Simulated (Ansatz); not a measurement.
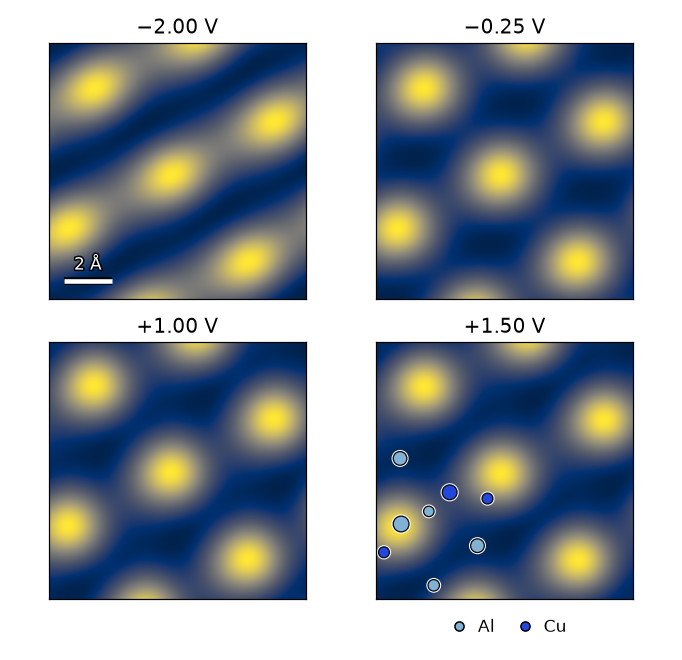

Constant-height images of Al2Cu(101) (I4/mcm bulk, 7 atomic planes (those closer than 0.6 Å count as one), 12 Å, Al2Cu-terminated) at 4 sample biases, each on its own colour scale; the last has the atoms seen from above drawn over one corner (deeper ones smaller).

The STM signal is simulated in the Tersoff–Hamann approximation. Bias windows are sharp sums over the levels of the k mesh.

All numbers here come from DFT PBE, scalar-relativistic, plane waves, PAW (Ansatz 0.2.0). Cutoff 420 eV, 12 × 12 k-points, Gaussian smearing 0.1 eV, dipole correction. The slab is a cut without reconstruction beyond its cell, at the source's lattice constants, with its lower half held fixed and the rest relaxed. No spin polarisation. The run couldn't confirm all of its levels under its output density. The run warns that the functional's potential is rough in the thin density of the vacuum, where the tip is; weak contrasts and barriers may feel it.

How do the images change with bias?

Answer.
```csv
bias,height (Å),bright/dark,brightest over
−2.00 V,3.5,3.4,top Al atoms
−0.25 V,3.5,4.3,top Al atoms
+1.00 V,3.5,3.1,top Al atoms
+1.50 V,3.5,2.9,top Al atoms
```

The slab has states at the Fermi level, so this model gives a current down to small biases. Its work function (top face) is 4.52 eV.
